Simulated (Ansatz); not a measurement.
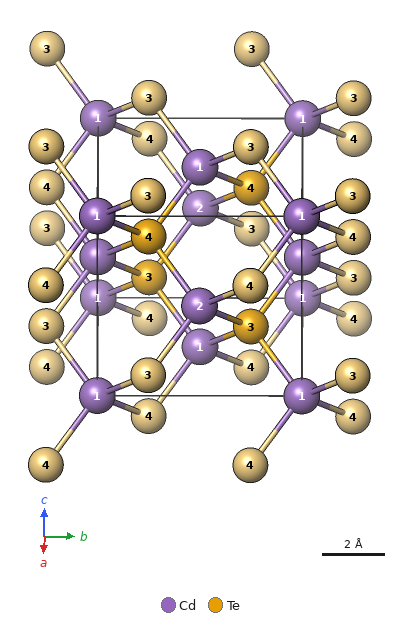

Fig. 1: The structure as given in the input (ball-and-stick view of the cell 2 times as large as that of the calculation, set on its symmetry axes, seen at an oblique angle; neighbours outside the cell are drawn fainter; atoms are numbered from 1 in the order of the input). An atom can appear more than once, as a periodic image.

Single-point calculation, with input and output: CdTe

- system: CdTe (F-43m, 4 atoms in the cell)
- method: DFT, PBE, PAW with Ansatz's default frozen-core files, scalar-relativistic, no spin polarisation (Ansatz 0.2.0)

It belongs to a series of runs on one base structure; here: bulk in the slab's orientation, PAW files. Figures and captions count atoms from 1; the log counts them from 0 in places.

### The input
```yaml
crystal:
  lattice:
    - [-3.3078829555, 3.3078829555, 0.0]
    - [0.0, 0.0, 6.6157659109]
    - [3.3078829555, 3.3078829555, 0.0]
  atoms:
    - { symbol: Cd, position: [0.0, 0.0, 0.0] }
    - { symbol: Cd, position: [0.5, 0.5, 0.5] }
    - { symbol: Te, position: [0.0, 0.25, 0.5] }
    - { symbol: Te, position: [0.5, 0.75, 0.0] }
kpoints:
  mp_grid: { grid: [6, 4, 6] }
scf:
  occupations: { method: fermi_dirac, width: 0.02 }
hamiltonian:
  xc: pbe
  pseudopotentials: { kind: paw }
output:
  forces: true
  stress: true
  eigenvalues: true
```

Hardware: 2 threads of Arm Neoverse V1, 24 GiB of memory available, shared host.

Launch command:
```bash
ansatz run input.yaml --threads 2 --pin off --max-ram 4096MiB --backend cpu --events-out ev --progress --plain --runs-dir out
```

### Output
```
Engine: ansatz 0.2.0, aarch64-unknown-linux-gnu
Pseudopotentials: kind: paw
Pseudopotential: Cd, paw, valence charge 20, recommended cutoff 420 eV (normal), Cd.paw.azcp
Pseudopotential: Te, paw, valence charge 16, recommended cutoff 420 eV (normal), Te.paw.azcp
Functional definition: PBE
  parameter kappa = 0.804
  parameter beta = 0.06672455060314922
  exchange = pbe_x(kappa = kappa, mu = beta*pi^2/3)
  correlation = pbe_c(beta = beta)
Crystal: 4 atoms, lattice volume = 144.781 Å³
Basis set: ecut = 420 eV, 2839 PW (Γ), exchange–correlation on 64×90×64 points (8 copies of the dense FFT grid, shifted against one another)
Bands: 44, of which v1, the nominal top of the filled ones, is band 36 counted from 1 (35 counted from 0)
Symmetry: 16 space group operations
Space group: F-43m (ITA 216), of the structure as read, at distance tolerance 5.3e-5 Å
k-points: 30 of 144 (time reversal used)
Non-local potential: Cd, projectors of the file, l = 0: 3, l = 1: 2, l = 2: 2, l = 3: 1
Non-local potential: Te, projectors of the file, l = 0: 2, l = 1: 2, l = 2: 2, l = 3: 2
PAW form: soft (Blöchl's): semilocal exchange-correlation on the pseudo side does not see the compensation charge
PAW one-centre angular grid: Cd, 590 points (default); XC on 64 Gauss nodes
PAW one-centre angular grid: Te, 590 points (default); XC on 64 Gauss nodes
Initial density: superposition of atomic densities (neutral atoms: chi_scale 0, normalization atom), corrected by the library's trained network
Initial wavefunctions: pseudopotential atomic-orbital guess
Functional: x = pbe(κ = 0.804, μ = 0.2195149727645171), c = pbe(β = 0.06672455060314922)
SCF iter   1: F=—  HF=-30470.675233 eV  |F-HF|=—  |Δ(HF+E_count)|=         —  Δρ=1.35e-3  dr2=6.57e-3  ethr=1.77e-3  ⟨swp⟩=8.1  Hψ=5437  notcnv=0  defer=1
preconditioner: auto → Resta (q_TF=auto, 2.428 Å⁻¹)  ε∞=3.7  [insulator: Δε(μ)=0.563 eV  Ē_g=11.172 eV  σ=0.020 eV  W_gap=1.00  n_scr=36 (ndim 8)  ℏωp=18.5 eV  f_vac=0.208  D(μ)=0.00/eV (n_scr^D=0)  ε∞_Penn≈3.7]
SCF iter   2: F=—  HF=-30470.674564 eV  |F-HF|=—  |Δ(HF+E_count)|=   6.70e-4  Δρ=8.05e-4  dr2=2.21e-3  ethr=9.12e-6  ⟨swp⟩=2.1  Hψ=2260  notcnv=0  defer=83
SCF iter   3: F=—  HF=-30470.674419 eV  |F-HF|=—  |Δ(HF+E_count)|=   1.45e-4  Δρ=4.08e-4  dr2=1.80e-4  ethr=3.08e-6  ⟨swp⟩=2.0  Hψ=1934  notcnv=0  defer=53
automatic band count: iteration 3 solves 43 bands in place of 44: the levels show a gap, and the empty bands left out lie too high to hold charge; the band table lists the bands solved (type scf.n_extra_bands for more)
SCF iter   4: F=—  HF=-30470.674403 eV  |F-HF|=—  |Δ(HF+E_count)|=   1.53e-5  Δρ=1.21e-4  dr2=3.59e-5  ethr=2.50e-7  ⟨swp⟩=2.0  Hψ=2172  notcnv=0  defer=53
SCF iter   5: F=—  HF=-30470.674367 eV  |F-HF|=—  |Δ(HF+E_count)|=   3.63e-5  Δρ=5.11e-5  dr2=7.72e-6  ethr=4.99e-8  ⟨swp⟩=2.1  Hψ=1797  notcnv=0  defer=53
SCF iter   6: F=—  HF=-30470.674376 eV  |F-HF|=—  |Δ(HF+E_count)|=   8.50e-6  Δρ=1.37e-5  dr2=4.08e-7  ethr=1.07e-8  ⟨swp⟩=2.0  Hψ=1777  notcnv=0  defer=53
SCF iter   7: F=-30470.674377 eV  HF=-30470.674377 eV  |F-HF|=1.09e-8  |Δ(HF+E_count)|=   1.05e-6  Δρ=6.82e-6  dr2=8.40e-8  ethr=1.39e-10  ⟨swp⟩=10.1  Hψ=5835  notcnv=0
SCF 1 converged in 7 iterations: F = -30470.674377 eV  dr2 = 8.40e-8
  greatest PAW one-centre occupation: 1.000 electrons in one spin orbital (limit 2), on the Cd atom at site 1 (counted from 0), in its partial waves of l = 0
```

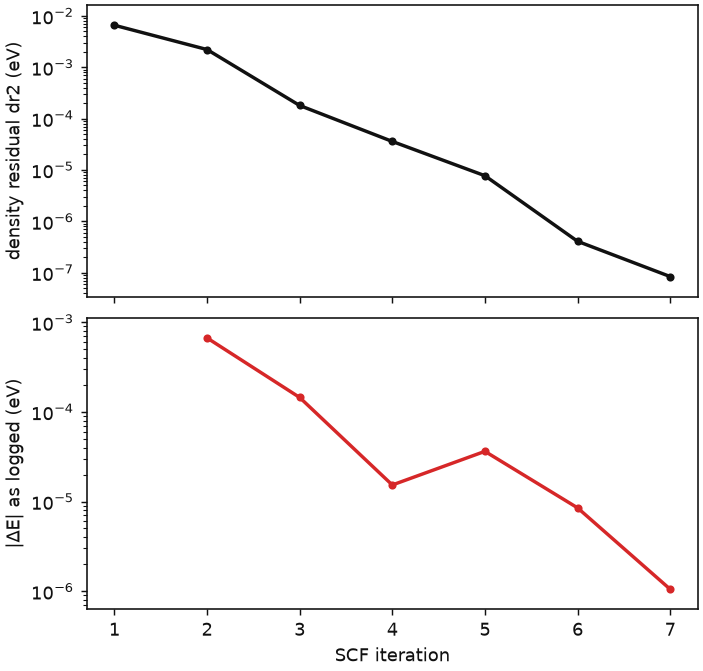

Fig. 2: Convergence of the self-consistent field: density residual dr2 and size of the energy change against the SCF iteration. The residual falls at every step.

```
SCF converged after 7 iterations
Free energy (F): -30470.674377 eV
Harris-Foulkes:  -30470.674377 eV  (|F-HF|=1.09e-8)
Internal energy: -30470.674377 eV  (E = F + TS)
E sigma→0 (E₀):  -30470.674377 eV
Fermi energy:    6.922958 eV
--- Per-component energies (eV) ---
  E_band       = -1629.357050
  E_kinetic    = 1369.152982
  E_local      = -11106.427617  (includes V_loc(G=0)·N_el)
  E_nonlocal   = -553.481235
  E_hartree    = 5576.597240
  E_xc         = -600.943164
  E_vxc        = -650.008042  (∫ρ·V_xc dr)
  E_paw        = -17492.085467  (= ΣΔE_a)
  E_vpaw       = -1841.795788  (= ΣTr[D̂ρ^β])
  E_aug_tail   = -0.000312  (compensation charges beyond the density's cutoff)
  E_ewald      = -7663.486804
  E_smearing   = -0.000000  (= −TS)
  E_closure    = -0.000000  (closes the sum)
  Σ components = -30470.674377   (vs F -30470.674377, Δ=0.00e0)
--- Forces (eV/Å), atoms counted from 1 ---
  atom   1  Cd     0.00000000     0.00000000    -0.00000000
  atom   2  Cd     0.00000000    -0.00000000    -0.00000000
  atom   3  Te    -0.00000000    -0.00000000    -0.00000000
  atom   4  Te    -0.00000000    -0.00000000    -0.00000000
  max |Σ_I F_I| component: 4.51e-17 eV/Å
--- Stress (GPa, compression-positive) ---
        0.049636       0.000000       0.000000
       -0.000000       0.049636       0.000000
       -0.000000      -0.000000       0.025194
  P = ⅓ Tr σ = 0.0415 GPa (0.415 kbar)
--- Band table (eV; the first three rows and the last of 30) ---
  k-point 0: bands = ["-95.3638", "-95.3638", "-56.4262", "-56.4262", "-56.4260", "-56.4260", "-56.4260", "-56.4260", "-29.2740", "-29.2740", "-29.2737", "-29.2735", "-29.2735", "-29.2734", "-29.2683", "-29.2682", "-29.2674", "-29.2671", "-4.2217", "-3.7761", "-1.4687", "-1.4687", "-1.4687", "-1.3333", "-1.3333", "-1.3316", "-1.2510", "-1.2507", "-1.2252", "-0.8277", "2.6058", "4.9579", "4.9579", "6.6173", "6.6177", "6.6177", "7.2056", "9.2967", "9.3644", "11.2696", "11.2696", "11.2700", "13.9902"]
  k-point 1: bands = ["-95.3638", "-95.3638", "-56.4262", "-56.4262", "-56.4260", "-56.4260", "-56.4260", "-56.4260", "-29.2740", "-29.2739", "-29.2737", "-29.2736", "-29.2736", "-29.2733", "-29.2682", "-29.2682", "-29.2674", "-29.2671", "-4.1622", "-3.7784", "-1.4598", "-1.4534", "-1.4207", "-1.3595", "-1.3426", "-1.3039", "-1.2536", "-1.2494", "-1.2321", "-0.8011", "2.6557", "4.5597", "5.0897", "5.3652", "6.2968", "6.5471", "8.2520", "9.4317", "10.2557", "11.0849", "11.4076", "11.7044", "14.2099"]
  k-point 2: bands = ["-95.3638", "-95.3638", "-56.4262", "-56.4262", "-56.4260", "-56.4260", "-56.4260", "-56.4260", "-29.2740", "-29.2739", "-29.2738", "-29.2736", "-29.2734", "-29.2732", "-29.2682", "-29.2681", "-29.2674", "-29.2672", "-4.0214", "-3.8029", "-1.4355", "-1.4229", "-1.3828", "-1.3682", "-1.2805", "-1.2722", "-1.2582", "-1.2462", "-1.2267", "-0.8189", "2.7698", "4.0448", "4.2818", "5.4442", "5.5132", "6.3094", "9.1135", "9.6547", "11.3026", "11.6094", "11.8000", "12.1099", "13.3693"]
  k-point 29: bands = ["-95.3638", "-95.3638", "-56.4262", "-56.4262", "-56.4260", "-56.4260", "-56.4260", "-56.4260", "-29.2740", "-29.2740", "-29.2739", "-29.2739", "-29.2729", "-29.2729", "-29.2680", "-29.2680", "-29.2674", "-29.2674", "-3.7774", "-3.7774", "-1.3670", "-1.3670", "-1.3596", "-1.3596", "-1.2744", "-1.2744", "-1.2494", "-1.2494", "-0.7639", "-0.7639", "2.7240", "2.7240", "4.5350", "4.5350", "4.6734", "4.6734", "10.6549", "10.6549", "11.3201", "11.3201", "12.1076", "12.1076", "12.9587"]
```

### Summary

| quantity | value |
| --- | --- |
| outcome | converged |
| space group (tolerance 0.01 Å) | F-43m (216) |
| electrons treated | 72 |
| free energy | −30470.6744 eV |
| Fermi energy | 6.923 eV |
| pressure | 0.04 GPa |
| largest force (length of the vector) | under 0.001 eV/Å |
| wall time | 8.2 s (CPU time 16 s) |
| peak memory | 0.4 GiB |
